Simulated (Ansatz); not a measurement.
# Electron scattering at the Σ5 (310) boundary in bcc Mo with N (interstitial), part 2 of 2

Wanted: what the Σ5 (310) boundary in bcc Mo with N (interstitial) costs an interconnect.

Ansatz 0.2.0; Ansatz plane-wave DFT, PBE, PAW files; relaxation of a bicrystal slab with its lowest layers held; PAW set soft_1 (the session's first sound run).

So far. Step 2 (Relaxing the bicrystal): The largest force component on a free atom ends at 0.019 eV/Å, under the tolerance of 0.03, after 7 steps.

## 3. Transmission across the boundary

This step: Ansatz plane-wave DFT, PBE, PAW files; ballistic transport by layer matching (Landauer), zero bias; boundary relaxed in a short slab, bulk layers laid on; PAW set soft_1 (Ansatz 0.2.0).

System of this step: Σ5 (310) boundary in bcc Mo with N (interstitial). The cell holds 45 atoms: 44 Mo and 1 N. Cell: a = 5.219 Å, b = 3.147 Å, c = 51.287 Å, α = 90.0°, β = 90.0°, γ = 72.5°. It derives from Mo. Regions: lower grain, 18 atoms (18 Mo); boundary, 13 atoms (12 Mo and 1 N); upper grain, 14 atoms (14 Mo). Vacuum lies along c.

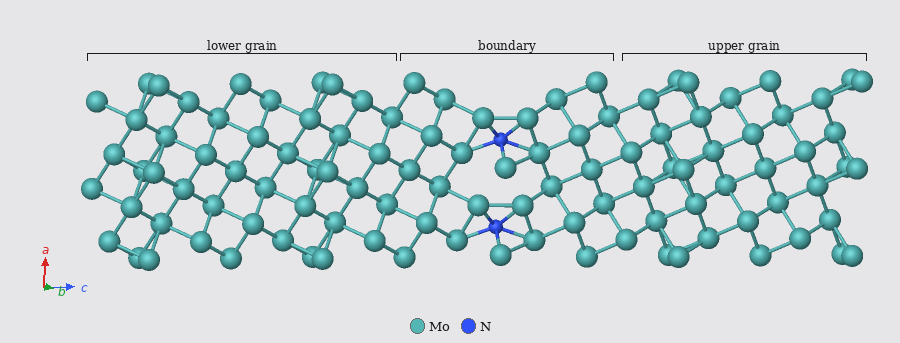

The cell of this step (molybdenum teal, nitrogen blue). 2×1×1 cells are drawn. Some periodic images of atoms are drawn too.

Input file input.yaml:

```yaml
crystal:
  lattice:
    - [5.2187091076, 0.0, 0.0]
    - [0.9488562014, 3.0005467684, 0.0]
    - [0.0, 0.0, 51.286733928]
  atoms:
    - { symbol: Mo, position: [-9.2000000002, -6.8999999999, 0.0779928783] }
    - { symbol: Mo, position: [-8.8000000002, -6.5999999999, 0.0973968977] }
    - { symbol: Mo, position: [-8.4000000001, -6.2999999999, 0.1168009171] }
    - { symbol: Mo, position: [-8.0000000001, -5.9999999999, 0.1362049365] }
    - { symbol: Mo, position: [-7.6000000001, -5.6999999999, 0.1556089559] }
    - { symbol: Mo, position: [-7.2000000001, -5.3999999999, 0.1750129753] }
    - { symbol: Mo, position: [-6.8000000001, -5.0999999999, 0.1944169947] }
    - { symbol: Mo, position: [-6.4000000001, -4.7999999999, 0.2138210141] }
    - { symbol: Mo, position: [-6.0000000001, -4.4999999999, 0.2332250335] }
    - { symbol: Mo, position: [-5.6000000001, -4.1999999999, 0.2526290529] }
    - { symbol: Mo, position: [-5.2000000001, -3.8999999999, 0.2720330723] }
    - { symbol: Mo, position: [-4.8000000001, -3.6, 0.2914370917] }
    - { symbol: Mo, position: [-4.4000000001, -3.3, 0.3108411111] }
    - { symbol: Mo, position: [-4.0, -3.0, 0.3302451304] }
    - { symbol: Mo, position: [-3.6, -2.7, 0.3496491498] }
    - { symbol: Mo, position: [-3.2, -2.4, 0.3690531692] }
    - { symbol: Mo, position: [-2.8, -2.1, 0.3884571886] }
    - { symbol: Mo, position: [-2.4, -1.8, 0.407861208] }
    - { symbol: Mo, position: [1.0, 0.5, 0.4272652274] }
    - { symbol: Mo, position: [0.3992375527, 0.8003812237, 0.4465887051] }
    - { symbol: Mo, position: [0.8002974661, 0.099851267, 0.4666073271] }
    - { symbol: Mo, position: [0.1894253362, 0.4052873319, 0.485839] }
    - { symbol: Mo, position: [0.5964193225, 0.7017903388, 0.504169336] }
    - { symbol: Mo, position: [0.0308129718, -0.0154064859, 0.5292583436] }
    - { symbol: "N", position: [0.3395679131, 0.3302160434, 0.5291242741] }
    - { symbol: Mo, position: [0.5901661929, 0.7049169035, 0.5537686876] }
    - { symbol: Mo, position: [0.1846333652, 0.4076833174, 0.5723145532] }
    - { symbol: Mo, position: [0.7948879183, 0.1025560409, 0.5916173597] }
    - { symbol: Mo, position: [0.3920599114, 0.8039700443, 0.6115711985] }
    - { symbol: Mo, position: [0.9943958861, 0.502802057, 0.6309775608] }
    - { symbol: Mo, position: [0.5959435978, 0.2020282011, 0.6503508502] }
    - { symbol: Mo, position: [-2.8040564022, -2.0979717989, 0.6697548696] }
    - { symbol: Mo, position: [-3.2040564022, -2.3979717989, 0.6891588889] }
    - { symbol: Mo, position: [-3.6040564022, -2.6979717989, 0.7085629083] }
    - { symbol: Mo, position: [-4.0040564022, -2.9979717989, 0.7279669277] }
    - { symbol: Mo, position: [-4.4040564022, -3.2979717989, 0.7473709471] }
    - { symbol: Mo, position: [-4.8040564023, -3.5979717989, 0.7667749665] }
    - { symbol: Mo, position: [-5.2040564023, -3.8979717989, 0.7861789859] }
    - { symbol: Mo, position: [-5.6040564023, -4.1979717988, 0.8055830053] }
    - { symbol: Mo, position: [-6.0040564023, -4.4979717988, 0.8249870247] }
    - { symbol: Mo, position: [-6.4040564023, -4.7979717988, 0.8443910441] }
    - { symbol: Mo, position: [-6.8040564023, -5.0979717988, 0.8637950635] }
    - { symbol: Mo, position: [-7.2040564023, -5.3979717988, 0.8831990829] }
    - { symbol: Mo, position: [-7.6040564023, -5.6979717988, 0.9026031023] }
    - { symbol: Mo, position: [-8.0040564023, -5.9979717988, 0.9220071217] }
kpoints:
  mp_grid: { grid: [8, 8, 1] }
hamiltonian:
  xc: pbe
  pseudopotentials: { kind: paw, azcp: { folder: soft_1 } }
scf:
  occupations: { method: fermi_dirac, width: 0.1 }
output:
  transmission:
    leads: [[10, 11], [36, 37]]
    kmesh: [20, 20]
    e_range: [-0.1, 0.1]
    de: 0.05
  write_potential: true
  write_density: true
  volumetric_format: npy
  elf: true
```

Run with:

```sh
$ ansatz run input.yaml --threads 4 --pin off --max-ram 15360MiB --backend cpu --events-out ev --progress --plain --runs-dir out
```

Numbers of over 12 decimals in the logs are rounded to 6 here.

Log:

```text
[...]
Crystal: 45 atoms, lattice volume = 803.098 Å³
Basis set: ecut = 420 eV, 15783 PW (Γ)
Bands: 373, of which v1, the nominal top of the filled ones, is band 311 counted from 1 (310 counted from 0)
Symmetry: 2 space group operations
[...]
k-points: 21 of 64 (time reversal used)
[...]
SCF iter   1: F=—  HF=-218476.806682 eV  |F-HF|=—  |Δ(HF+E_count)|=         —  Δρ=1.04e-1  dr2=4.99e2  ethr=3.10e-3  ⟨swp⟩=6.0  Hψ=27450  notcnv=0
[...]
SCF iter  12: F=-218443.329109 eV  HF=-218443.329109 eV  |F-HF|=2.37e-8  |Δ(HF+E_count)|=   1.06e-7  Δρ=1.48e-6  dr2=5.71e-8  ethr=1.61e-11  ⟨swp⟩=14.7  Hψ=24821  notcnv=0
SCF 1 converged in 12 iterations: F = -218443.329109 eV  dr2 = 5.71e-8
[...]
transmission: 714 of 7104 steps passed
transmission: 1422 of 7104 steps passed
[...]
transmission: 7104 of 7104 steps passed
WARN: The output density's exchange-correlation potential varies sharply where the density is thin. Do not read a vacuum level from v_tot or v_xc, or from such a field of the output density. On a cell that repeats whose density bears no net charge and no dipole along the vacuum's axis use v_es (v_loc + v_h of the components); under efield.dipole_correction with no amplitude use v_es + v_field, which holds any externa [...]
SCF converged after 12 iterations
Free energy (F): -218443.329109 eV
[...]
Internal energy: -218442.205827 eV  (E = F + TS)
E sigma→0 (E₀):  -218442.767468 eV
Entropy (-TS):   -1.123282 eV (-24.962 meV/atom)
Fermi energy:    17.663555 eV
[...]
--- Band table (eV; the first three rows and the last of 21) ---
  k-point 0: bands = [... 307 lower, 17.4122, 17.4651, 17.4838, 17.5141, 17.5261, 17.5754, 17.5914, 17.6578, ... 58 higher]
  k-point 1: bands = [... 307 lower, 17.1921, 17.2234, 17.3192, 17.4123, 17.4305, 17.5118, 17.5829, 17.6340, ... 58 higher]
  k-point 2: bands = [... 307 lower, 16.9521, 17.0328, 17.0549, 17.2884, 17.3662, 17.6002, 17.6698, 17.8146, ... 58 higher]
  k-point 20: bands = [... 307 lower, 17.5787, 17.6144, 17.6546, 17.6652, 17.7456, 17.7538, 17.7781, 17.8529, ... 58 higher]
--- Transmission ---
  basis      : 141 plane waves across, 64 finite elements along
  points     : 111, standing for a mesh of 20 x 20
  energies   : 5 from -0.100000 to 0.100000 eV about the Fermi level, 0.050000 eV apart; the leads are filled to 0.000000 eV, and channels, transmission and decay are at 0.000000 eV
  crystal 0  : Mo2, at the sites [10, 11], period 1.9903 Å, over 19.90 Å; its Hamiltonian steps by up to 8.7 meV
    offset         : up to 0.0000 Å between an atom of the period and one for which it stands
    channels       : 2.495000e0 a spin
    conductance    : none, the energies end too early or step too widely for 300 K: set another output.transmission.e_range or a lower de, or, where they end at an eighth of basis.ecutwfc, a higher one
    slowest decay  : 0.0228 /Å at (0.4500, 0.3000)
[...]
channels       : 2.495000e0 a spin
[...]
slowest decay  : 0.0225 /Å at (0.4500, 0.3000)
  junction   : crystal 0 to crystal 1, 13.45 to 37.83 Å
    transmission   : 8.620866e-1 a spin
[...]
```

The job ended after 17 min (4 threads of Arm Neoverse V1, shared host; peak memory 9.3 GiB; 64 min of CPU time).

This step gave:

| Property | Result |
| --- | --- |
| free energy | -218443.3291 eV |
| energy at zero smearing | -218442.7675 eV |
| Fermi energy | 17.66 eV |
| cell area | 15.66 Å² |
| transmission per spin nearest the Fermi level | 0.8621 |
| open channels per spin nearest the Fermi level | 2.495 |
| open channels per spin, upper lead | 2.495 |
| step of the lead's potential | 8.7 meV |
| step of the upper lead's potential | 7.8 meV |

Per spin. Transmission, zone mean against energy, zero at the Fermi level:

| energy (eV) | transmission, zone mean |
| --- | --- |
| -0.1000 | 0.846 |
| -0.0500 | 0.843 |
| 0.0000 | 0.862 |
| 0.0500 | 0.843 |
| 0.1000 | 0.890 |

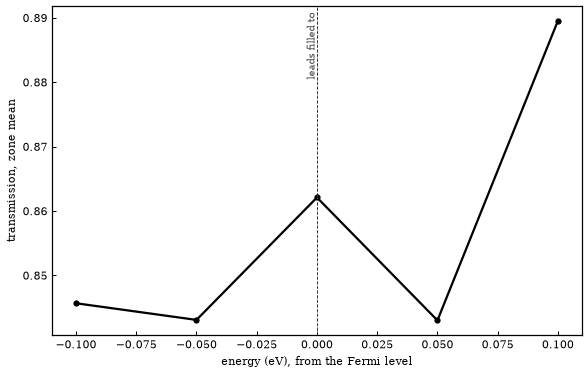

Transmission, zone mean, plotted against energy.

Per spin. Table of open channels, zone mean, lead = upper lead by energy, zero at the Fermi level:

| energy (eV) | open channels, zone mean, lead = upper lead |
| --- | --- |
| -0.1000 | 2.52 |
| -0.0500 | 2.52 |
| 0.0000 | 2.50 |
| 0.0500 | 2.59 |
| 0.1000 | 2.67 |

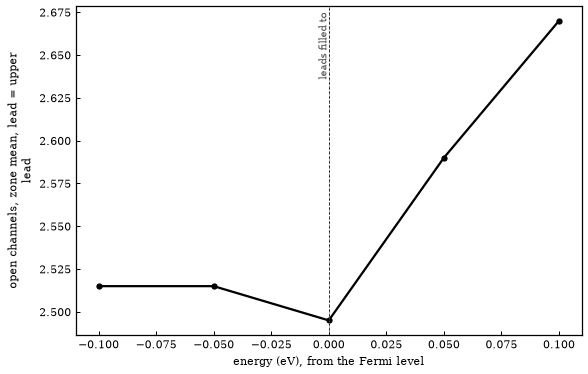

Open channels, zone mean, lead = upper lead, plotted against energy.

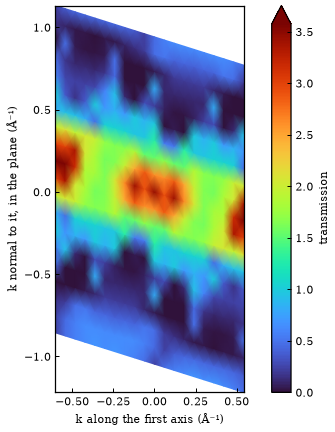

Transmission over k1 and k2. At 0.0000 eV from the Fermi level.

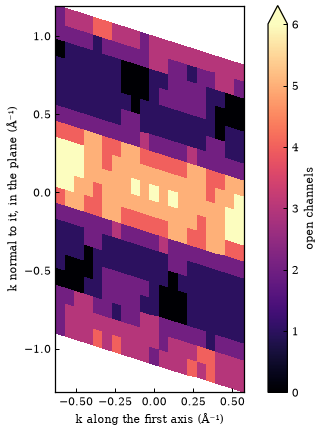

Open channels over k1 and k2. At 0.0000 eV from the Fermi level.

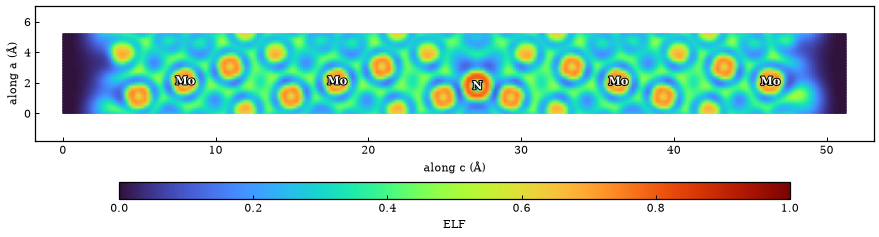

ELF in the ca plane at fractional y = 0.300, with atoms of Mo and N within 0.2 Å of it. It is the smooth field of the valence electrons, not physical close to the nuclei.

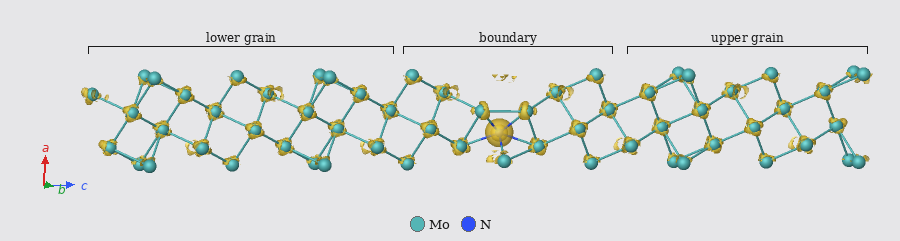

Surface of ELF = 0.73.

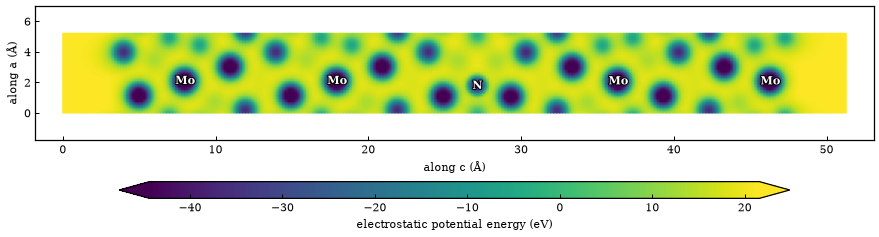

Electrostatic potential energy in the ca plane at fractional y = 0.300, with atoms of Mo and N within 0.2 Å of it. With pseudopotentials it is smooth inside the atoms' cores, unlike the true potential.

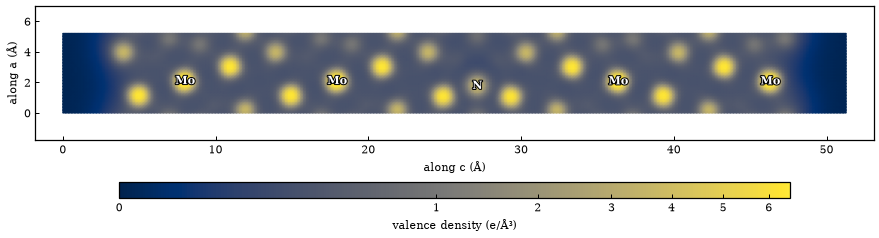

Valence density in the ca plane at fractional y = 0.300, with atoms of Mo and N within 0.2 Å of it. It is the smooth field of the valence electrons, not physical close to the nuclei. The colour scale is stretched toward low values.

Over the solved energies the transmission per spin lies between 0.843 and 0.890, out of 2.56 channels of the lead on average (up to 2.67).

## 4. Specific resistance

This step: Ansatz plane-wave DFT, PBE, PAW files; ballistic transport by layer matching (Landauer), zero bias; specific resistance of the boundary; PAW set soft_1 (Ansatz 0.2.0).

Numbers from this step:

```
area resistance                      : 1.569 fΩ m²
T over the leads' mean channel count : 0.3350
```

Averaged over the energies near the Fermi level, 33.5 % of the channels pass, which makes 1.57 fΩ m².

By hand, with T and the leads' channels N averaged over the energies near the Fermi level: RA = A (h/2e²)(1/T − ½[1/N₁ + 1/N₂]) = 15.66×10⁻²⁰ m² × 12 906 Ω × (1/0.8567 − ½[1/2.557 + 1/2.557]) = 1.57 fΩ m².

## 5. Results

| Property | Result |
| --- | --- |
| specific resistance of the boundary | 1.57 fΩ m² |
| share of channels that pass | 0.335 |

The boundary has a specific resistance of 1.6 fΩ m². The boundary reflects 66 % of the channels; 1.6 fΩ m² is 16×10⁻¹² Ω·cm². That equals the resistance of 28 nm of bulk Mo at 300 K (measured 5.52 µΩ cm, CRC Handbook of Chemistry and Physics, 84th ed., 2003, Electrical Resistivity of Pure Metals). One N in 15.7 Å² of boundary is a high coverage. One starting structure was relaxed; another shift or atom count at the boundary may lie lower.

[Logs are printed without paths, hosts, clocks, repeated set-up lines and the standing remarks that a program may print on its own settings, such as how far it seeks lower states.]

[Hosts, paths, dates, database ids (printed as entryN), source tags and the programs' standing remarks are cut or masked in the printed files.]
